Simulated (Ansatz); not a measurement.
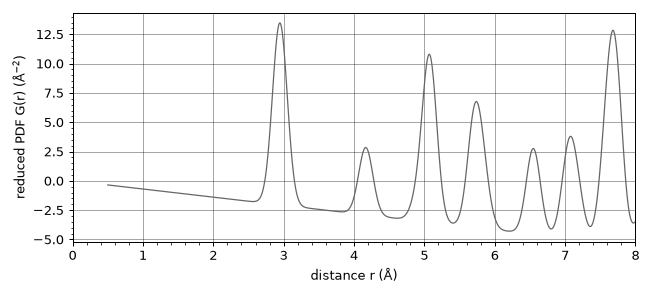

The curve is a calculated neutron PDF: distances of the static structure, each pair weighted by the product of the tabulated coherent neutron scattering lengths (natural isotope mix where the element has one), broadened by Gaussians with σ = 0.10 Å. No termination ripples are included.

Candidate polymorphs:

A. 
```
Au
1.0
     2.91546    0.00000    0.00000
    -1.45773    2.52487    0.00000
     0.00000    0.00000    4.91457
Au
2
Direct
  0.33333 0.66667 0.75000
  0.66667 0.33333 0.25000
```

B. 
```xyz
2
Lattice="3.2383 0.0000 0.0000 0.0000 3.2383 0.0000 0.0000 0.0000 3.2383" Properties=species:S:1:pos:R:3 pbc="T T T"
Au    0.0000    0.0000    0.0000
Au    1.6191    1.6191    1.6191
```

Origins: A, the end point of a relaxation at fixed volume with DFT r2SCAN, scalar-relativistic, plane waves, PAW in Ansatz 0.2.0; the starting structure was generated, so it need not be a known form of this composition; B, the input geometry of an electronic-structure calculation (not necessarily at equilibrium); the starting structure was generated, so it need not be a known form of this composition.

Question: Which candidate gives this PDF?

Answer: Candidate A, Au, P6_3/mmc (first clear peaks at 2.95 Å (Au–Au) and 4.17 Å (Au–Au)). B would give first clear peaks at 2.80 Å (Au–Au) and 3.24 Å (Au–Au).
